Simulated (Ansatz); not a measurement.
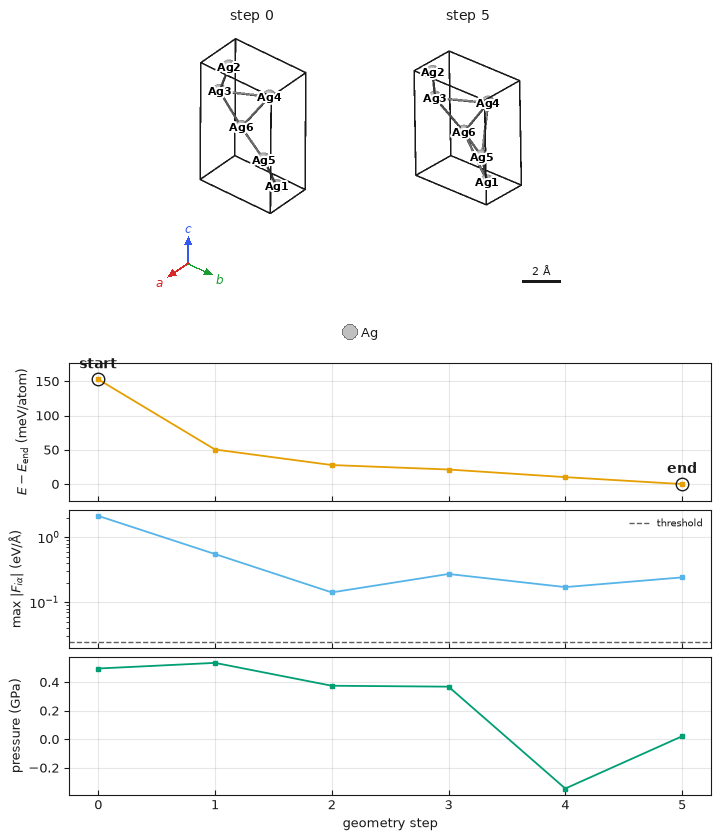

First and last geometry of a relaxation of crystalline Ag (a generated structure, set up in P1) (coarse preliminary run), with the history of the run. Style: ball-and-stick. Shown: the cell of the calculation, from a free direction.

Theory: DFT PBE, scalar-relativistic, plane waves, PAW (Ansatz). Settings: plane-wave cutoff 420 eV; k-point mesh 8 × 4 × 4; occupations gaussian; smearing width 0.2 eV; no spin polarisation; cell and atoms relaxed; force threshold 0.025 eV/Å; at most 60 steps.

Q: Did the run converge, and what did it change?

A: The run was cut off at its time limit before the relaxation converged, so the last structure is only a point on the way. The energy falls by 153 meV per atom in 5 geometry steps. The largest force component goes from 2.1 to 0.24 eV/Å. The pressure goes from 0.50 to 0.02 GPa. Ag2 moves most relative to the cell: 0.55 Å roughly along [3 −3 1]. The drawn cell changes as follows: a 2.989 → 2.992 Å (+0.1 %), b 4.995 → 4.979 Å (−0.3 %), c 7.650 → 7.397 Å (−3.3 %), α 89.6° → 83.7°, β 89.5° → 79.4°, γ 88.2° → 88.9°; the volume changes by −5.7 %. Near-neighbour distances that change, for instance: Ag1–Ag6 3.714 → 2.959 Å, Ag2–Ag5 3.637 → 2.955 Å, Ag1–Ag4 3.673 → 3.049 Å, Ag2–Ag3 3.571 → 3.040 Å. The space group stays P1 (No. 1).
